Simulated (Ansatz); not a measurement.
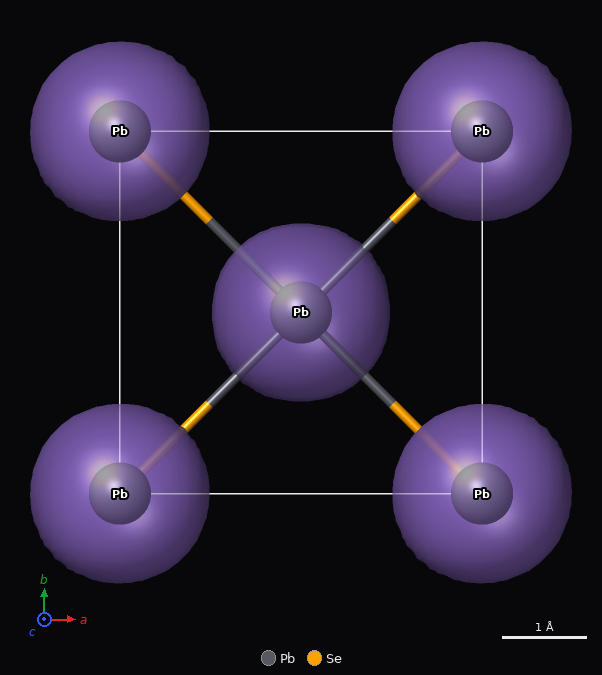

Figure. PbSe. Isosurface of the valence electron density at 0.5 e/Å³ (purple), seen along the c axis. Sticks mark near contacts.

Space group I4mm; changed on purpose from its base cell (one atom moved); computed pressure about 2 GPa in this cell.

Method: DFT PBE, scalar-relativistic, plane waves, PAW in Ansatz.

Core electrons are frozen (PAW), and the valence fields are smoothed inside the atomic spheres.

```
CELL_PARAMETERS angstrom
0.00000 -3.06215 -3.06215
0.00000 3.06215 -3.06215
6.12430 0.00000 0.00000
ATOMIC_POSITIONS crystal
Pb 0.50000 0.50000 0.50000
Pb 0.00000 0.00000 0.00000
Se 0.50000 0.50000 0.01470
Se 0.00000 0.00000 0.51470
```

Q: Which contacts does the surface bridge?

A: At this value the density breaks into separate islands; it holds about 75 % of the electrons treated as valence (semicore included). It bridges none of the near contacts. It is pinched off along the shortest Pb–Se (2.97 Å), Pb–Se (3.06 Å) and Pb–Se (3.15 Å) contacts. On the grid the lowest density along these lines, outside the cores, is 0.25 e/Å³ (Pb–Se, 2.97 Å), 0.21 e/Å³ (Pb–Se, 3.06 Å) and 0.18 e/Å³ (Pb–Se, 3.15 Å).

Q: Metal or insulator at this level of theory?

A: It is gapped, with a Kohn–Sham gap of 0.40 eV on the k-point mesh, an upper bound to the gap of this method.
